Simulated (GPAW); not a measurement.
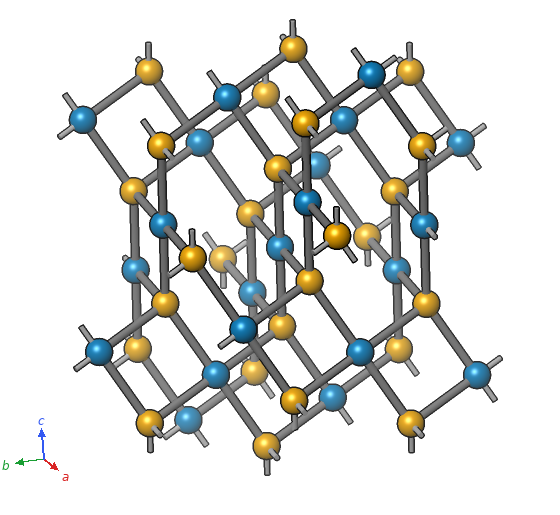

A cut-out of a periodic net derived from a crystal structure. Nodes are coloured by topological kind. Edges to nodes outside the piece are drawn as stubs.

> What net is this?

A binodal (4,4)-connected, three-periodic net. It is the pts net, known from cooperite, PtS.

> Give point symbol and coordination sequence of each kind of node.

4-connected node: 4^2.8^4, sequence 4, 10, 24, 42, 64, 90; 4-connected node: 4^2.8^4, sequence 4, 10, 24, 42, 64, 92.

Where the net comes from. CuO (space group C2/c, No. 15): an entry of the Crystallography Open Database, as set up for an electronic-structure calculation. Bonds are taken as Cu–O below 2.2 Å. The graph is simplified in the usual way: terminal and isolated atoms are pruned, two-connected atoms become edges. O is a 4-connected node; Cu is a 4-connected node, in the ratio 1:1.
